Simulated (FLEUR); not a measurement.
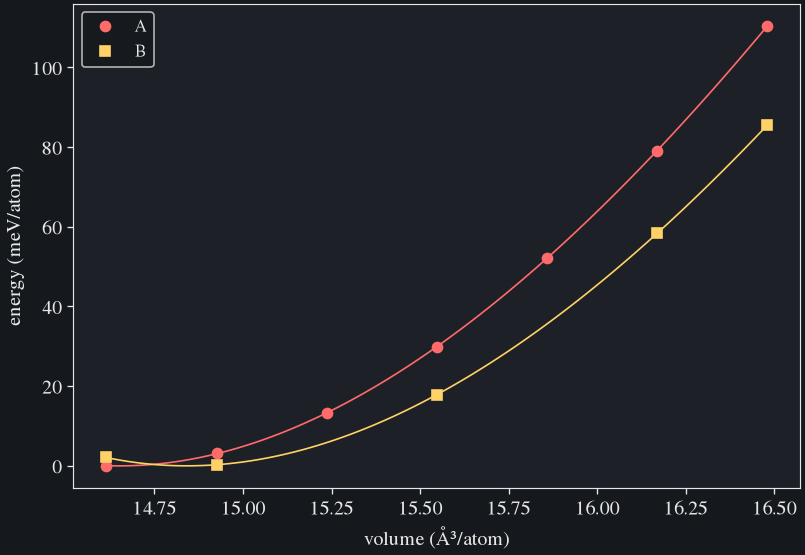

The picture above shows the energy against volume, with one curve for each functional, for Pd (space group Im-3m). The labels are replaced by letters. In alphabetical order the cases are: PBEsol; SCAN.

Method: all-electron LAPW DFT, no spin polarisation; energies at scaled volumes of the given cell, shape and fractions fixed, counted from the fit's minimum, third-order Birch-Murnaghan fit (FLEUR MaX-R8.1 (later development tree)). All runs: no spin polarisation.

```json
{"setting": "k mesh", "value": "12×12×12"}
{"setting": "occupations", "value": "Fermi–Dirac"}
{"setting": "smearing width", "value": "0.05 eV"}
{"setting": "potentials", "value": "all electron"}
```

Question: Which letter stands for which functional?

Answer: A: PBEsol; B: SCAN.

Caveats: the fit and the printed pressures don't fully agree, or the minimum lies near the end of the range (PBEsol).
